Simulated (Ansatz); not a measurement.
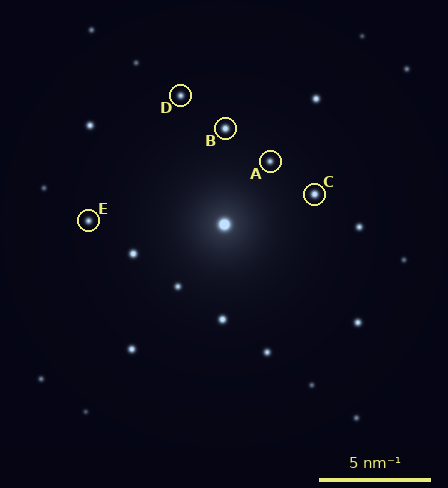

Simulated selected-area electron diffraction pattern (80 kV, kinematic approximation, thin crystal, B = 0.5 Å² for all atoms). The zone axis points towards the electron source and the pattern is seen from the source side.

Ti, space group P6/mmm (No. 191), a = 4.62 Å, c = 2.85 Å (hexagonal axes). Structure: the input geometry of an electronic-structure calculation (not necessarily at equilibrium); the starting structure was generated, so it need not be a known form of this composition.

```
Ti
1.0
     4.61568    0.00000    0.00000
    -2.30784    3.99730    0.00000
     0.00000    0.00000    2.84976
Ti
3
Direct
  0.00000 0.00000 0.00000
  0.33333 0.66667 0.50000
  0.66667 0.33333 0.50000
```

Spot A is indexed 0 0 -1 and spot B 0 1 -1.

Give hkl for C, D, E.

Answer. C = 2A − B = 0 -1 -1 (d = 2.320 Å). D = −A + 2B = 0 2 -1 (d = 1.636 Å). E = −3A + 2B = 0 2 1 (d = 1.636 Å).

Find the zone axis.

Answer. The cross product of A and B is parallel to [100]; every spot obeys hu + kv + lw = 0.
